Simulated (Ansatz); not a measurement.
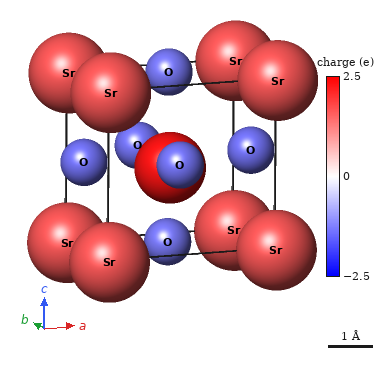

We look at a spheres-only model of the crystal slightly off an axis. The simulation cell is drawn as a box. The atoms of this SrTiO3 cell are coloured by their Bader charge.

Level of theory: Ansatz, DFT, PAW plane waves, r2SCAN. Settings were a 500 eV plane-wave basis, k-mesh 5×5×5, Fermi-Dirac smearing of 0.1 eV, collinear spins.

Question: Summarise the charge transfer.

Answer: Most positive: Ti; most negative: O. Charges: about Sr +1.6 e; Ti +2.3 e; O -1.3 e.

Provenance: a known structure type with the cell strained and the atoms shaken on purpose; not relaxed. It was the input of a calculation with Ansatz.

At this level of theory the cell isn't at rest (forces up to 2.2 eV/Å), so its distances can differ from those at equilibrium, the more so the softer the solid.
